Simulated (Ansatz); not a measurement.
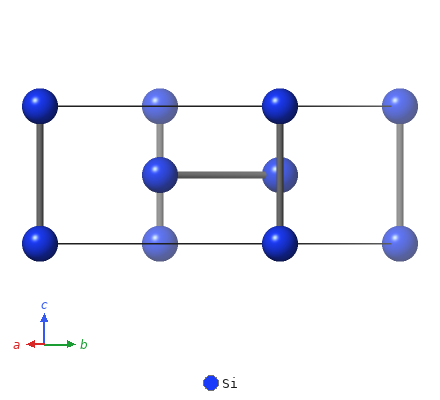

The structure, seen along [210]; the drawing may span several cells.

Given this structure, the input geometry of an electronic-structure calculation (not necessarily at equilibrium); the starting structure was generated, so it need not be a known form of this composition, written in its standard cell:

```xyz
3
Lattice="4.4942 0.0000 0.0000 -2.2471 3.8921 0.0000 0.0000 0.0000 2.5728" Properties=species:S:1:pos:R:3 pbc="T T T"
Si    0.0000    0.0000    0.0000
Si    0.0000    2.5947    1.2864
Si    2.2471    1.2974    1.2864
```

**Predict the [210] zone-axis pattern (100 kV, kinematic, B = 0.8 Å²).**

The spots form a rectangular net whose two shortest vectors correspond to d = 2.57 Å and 2.25 Å, 90.0° apart. They are 0 0 1 and 1 -2 0. The pattern has symmetry 2mm. No reflection of this zone is absent.

Strongest reflections with d > 0.80 Å, one of each family (|F|² from tabulated Gaussian fits of the electron scattering factors, times a small damping for the curvature of the Ewald sphere):

| hkl | d (Å) | I (strongest = 100) |
| --- | --- | --- |
| 1 -2 0 | 2.247 | 100 |
| 0 0 2 | 1.286 | 18 |
| 0 0 1 | 2.573 | 16 |
| 2 -4 0 | 1.124 | 11 |
| 1 -2 2 | 1.116 | 11 |
| 1 -2 1 | 1.692 | 5 |

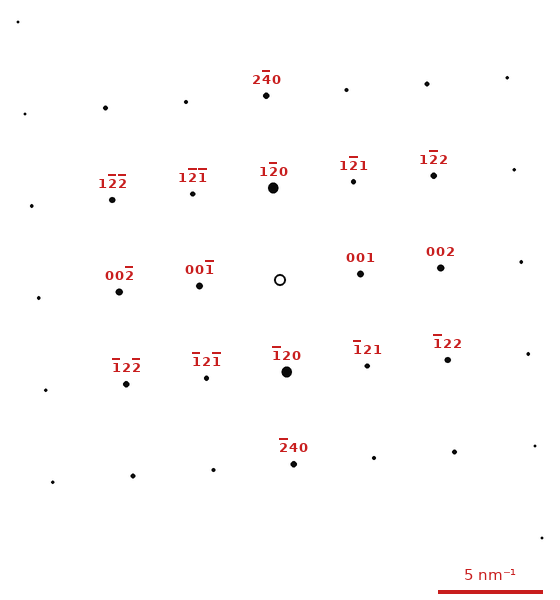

Calculated pattern, seen from the source side with [210] pointing towards the source.
